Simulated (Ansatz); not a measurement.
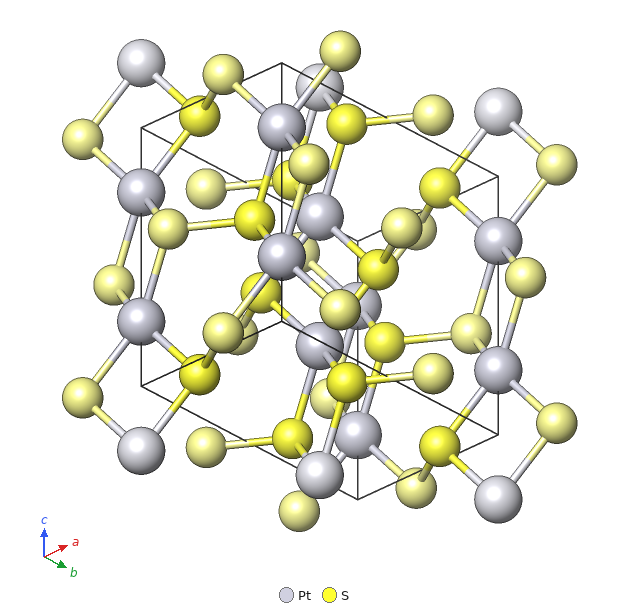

Shown here is a ball-and-stick view of the crystal, taken from a general direction. The edges of the conventional unit cell are marked. Bonded neighbours in the next cells are drawn too, in fainter colours.

PtS$_{2}$, space group Ibam (No. 72), a = 4.59 Å, b = 7.53 Å, c = 7.06 Å, α = 90.00°, β = 90.00°, γ = 90.00°.

Method used: Ansatz 0.2.0, DFT, r2SCAN+rVV10, plane waves, PAW. It ran with wavefunction cutoff 500 eV, k-points about 0.20 Å⁻¹ apart, Fermi-Dirac smearing of 0.03 eV, no spin polarisation.

Classify it as metallic or gapped, with the value.

Answer. A semiconductor at this level, with a gap of 0.13 eV, indirect; the smallest direct gap is 0.22 eV.

Give the pressure and its sign.

Answer. The computed pressure is 0.0 GPa, close to zero.

Origin of the cell: a structure type filled with these elements by a generator (whether the compound takes this form wasn't checked). Earlier steps of the study may have refined or changed the cell and positions. It was run through Ansatz as a DFT input.
